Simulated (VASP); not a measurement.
AlNi

```
CELL_PARAMETERS angstrom
0.00000 0.00000 3.09943
0.00000 -3.90638 0.00000
3.87739 0.00000 0.00000
ATOMIC_POSITIONS crystal
Al 0.00000 0.00000 0.00000
Al 0.00000 0.50000 0.50000
Ni 0.50000 0.00000 0.47421
Ni 0.50000 0.50000 0.97421
```

Space group Amm2; a structure from a database of computed crystals, not necessarily the ambient phase; changed on purpose from its base cell (all Ni atoms moved -0.100 Å, as atom 2 along Cartesian [1 0 0]); not relaxed (largest force 0.6 eV/Å).

All numbers below come from Kohn-Sham DFT of a periodic cell, PBEsol, VASP PAW PBE potentials, recommended in VASP.

> What will maps of the valence pseudo-density and electron localisation function show?

Al–Ni (2.40 Å): the density is about 0.34 e/Å³ at the midpoint; the ELF is about 0.45 at the midpoint.
Al–Ni (2.56 Å): the density is about 0.27 e/Å³ at the midpoint; the ELF is about 0.40 at the midpoint.

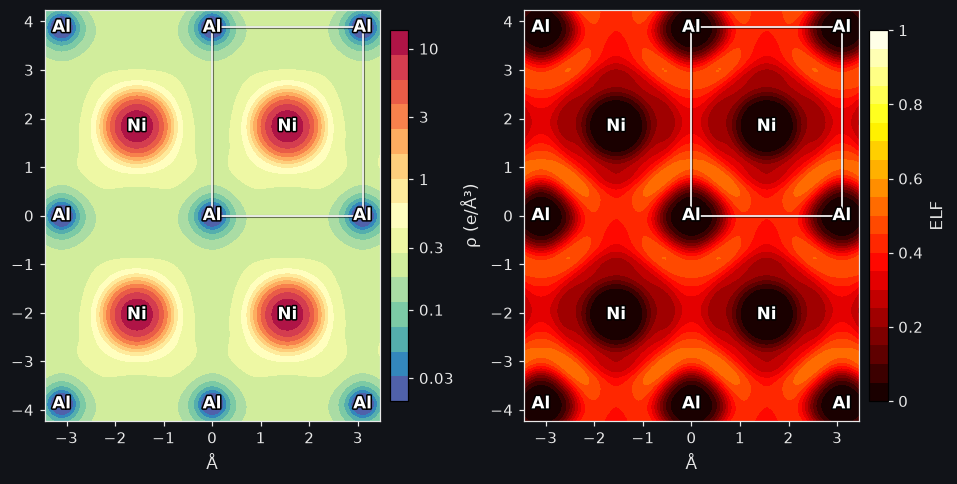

Computed valence pseudo-density and electron localisation function on the (010) plane of the conventional cell, in this order. 
